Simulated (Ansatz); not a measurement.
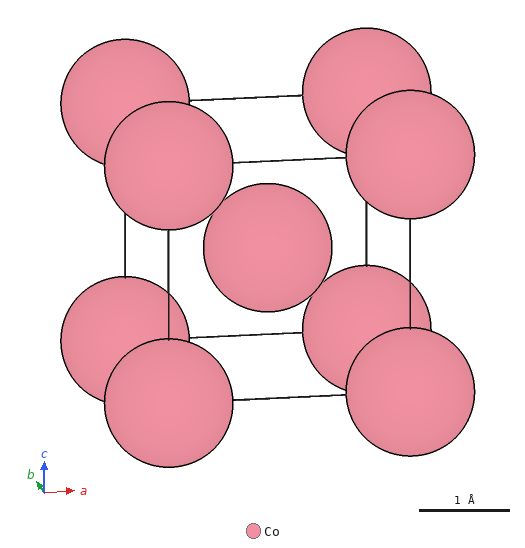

The figure gives a spheres-only picture of the atoms, viewed slightly off an axis. One conventional unit cell is framed, with atoms on its boundary repeated. Cell: a = 2.752 Å, b = 2.752 Å, c = 2.752 Å, α = 90.00°, β = 90.00°, γ = 90.00°.

Summary of the structure:

The element is cobalt. The symmetry is that of Im-3m (No. 229), on a body-centred cubic lattice. The arrangement is known as body-centred cubic (W type). The cell holds two atoms. Co is linked to eight Co in a cubic arrangement at about 2.4 Å. Not all metal-metal contacts are counted.

Origin of the cell: a structure listed in the Materials Project. The cell was then strained or its atoms displaced on purpose. Ansatz was used for an electronic-structure calculation on it.

At this level of theory the cell isn't at rest (compressed, at 15 GPa), so its distances can differ from those at equilibrium, the more so the softer the solid.
